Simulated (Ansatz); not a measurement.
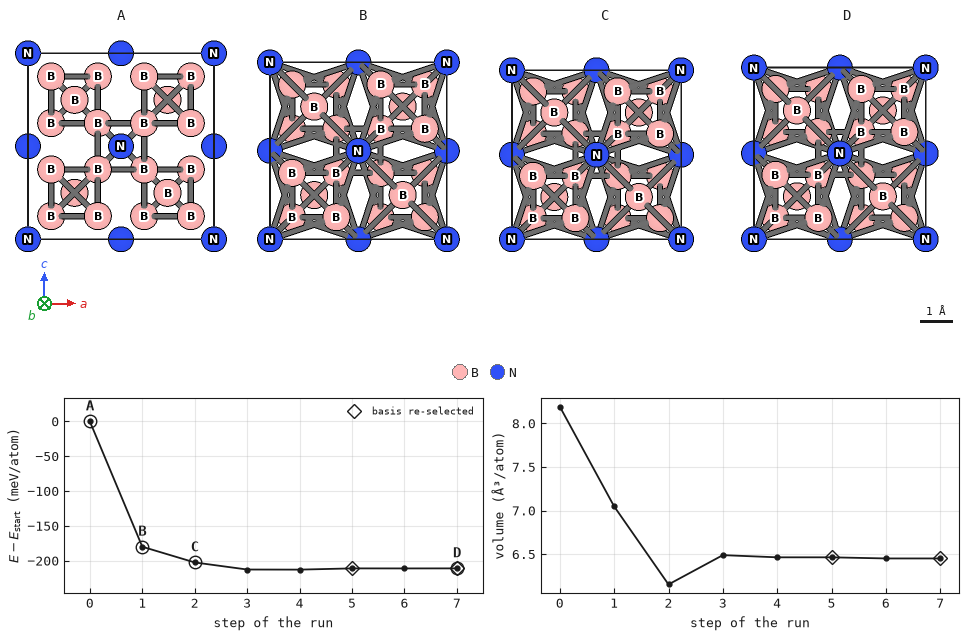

Frames of a relaxation of solid B5N (a generated structure, set up in F-43m) (coarse preliminary run), marked on the history of the run. Style: ball-and-stick. Shown: the conventional cell (4 times the calculation's cell), along the b axis. Lengths and directions refer to the drawn axes.

Theory: Ansatz 0.2.0, DFT PBE, scalar-relativistic, plane waves, PAW. (plane-wave cutoff 420 eV; k-point mesh 6 × 6 × 6; occupations gaussian; smearing width 0.1 eV; no spin polarisation; cell and atoms relaxed; force threshold 0.04 eV/Å; at most 70 steps)

Question: Describe the path.

Answer: After 5 accepted moves (7 points after the start) the energy has fallen by 211 meV per atom. Largest force component: 0.02 eV/Å at the start, under 0.0001 eV/Å at the end. Pressure: −31.17 GPa at the start and 0.00 GPa at the end. At 2 points the geometry stayed and the basis and grid were re-selected for the new cell (energy shift of 1.8 meV per atom at most each time). No atom moves by more than 0.005 Å relative to the cell. The drawn cell changes as follows: a = b = c 5.815 → 5.370 Å (−7.7 %); the volume changes by −21.3 %. Near-neighbour distances that change, for instance: B–N 2.518 → 2.325 Å, B–N 2.411 → 2.227 Å, B–B 2.060 → 1.902 Å. The space group stays F-43m (No. 216). Cost: 12 s on 1 thread of Arm Neoverse V1, on a shared host, peak memory 0.3 GiB. From step 0 to 1: volume −14.0 %, energy −180 meV per atom. From step 1 to 2: volume −12.7 %, energy −22.5 meV per atom. From step 2 to 7: volume +4.8 %, energy −8.5 meV per atom.

| step | E − E(0), meV/atom | largest force component, eV/Å | pressure, GPa | volume, Å³/atom | note |
| --- | --- | --- | --- | --- | --- |
| 0 | 0.00 | 0.0199 | -31.17 | 8.193 |  |
| 1 | -179.80 | 0.0098 | -15.93 | 7.049 |  |
| 2 | -202.35 | 0.0044 | 11.97 | 6.154 |  |
| 3 | -212.51 | 0.0054 | -0.86 | 6.490 |  |
| 4 | -212.64 | 0.0021 | -0.01 | 6.465 |  |
| 5 | -210.87 | 0.0022 | -0.44 | 6.465 | same geometry, new basis |
| 6 | -210.93 | 0.0001 | 0.01 | 6.452 |  |
| 7 | -210.86 | 0.0000 | 0.00 | 6.452 | same geometry, new basis |
